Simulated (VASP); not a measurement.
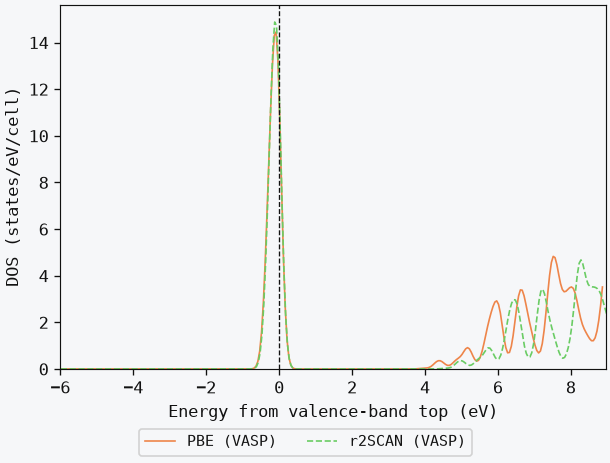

Total densities of states of RbBr, space group I-4m2 (No. 119), 2 atoms in the cell, zincblende type, uniaxial (z) strain +5.8%, by two methods on the same cell. The curves are built from the levels of the k mesh with Gaussians 0.3 eV wide, which also blur the band edges. Each is counted from its own valence-band top.

Q: How do the methods compare?

A: PBE (VASP) gives a gap of 3.97 eV and r2SCAN (VASP) gives a gap of 4.56 eV.

Settings. PBE (VASP): DFT, PBE, plane waves, PAW, 6×6×6 k mesh, 520 eV cutoff, Fermi-Dirac smearing of 0.02 eV (VASP). r2SCAN (VASP): DFT, r2SCAN, plane waves, PAW, 6×6×6 k mesh, 520 eV cutoff (VASP 6.6.1).
